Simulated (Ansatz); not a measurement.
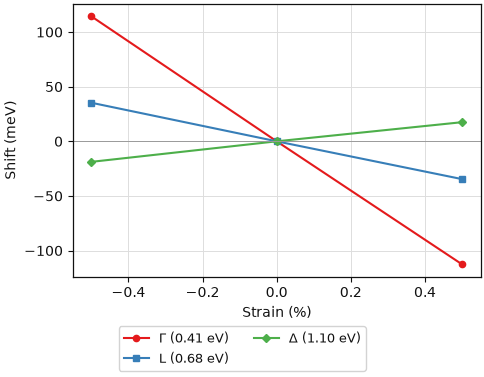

Shifts of the lowest conduction level at the points named, against the centre of the valence top at Γ (unstrained energies in the legend). Δ is the valley on the line from Γ to X.

System: zincblende GaSb, space group F-43m, 2 atoms in the primitive cell, in a cell relaxed beforehand; cubic a = 6.133 Å. Here all lengths are changed by ±0.5 %, and the atoms are carried along without relaxing. Computed with Ansatz 0.2.0: r2SCAN, Ansatz PAW set, no spin polarisation, no spin-orbit coupling, 8×8×8 k mesh, 500 eV cutoff.

> How fast does each conduction level move?

For each 1 % of strain: −227 meV at Γ, −70 meV at L and +36 meV at Δ. Over dlnV = 3 % that gives deformation potentials of −7.6 eV at Γ, −2.3 eV at L and +1.2 eV at Δ, against the valence top.

Spin-orbit coupling is left out, which matters for Sb. The PAW data sets were made with another functional. LDA, GGA and most meta-GGA functionals understate gaps.
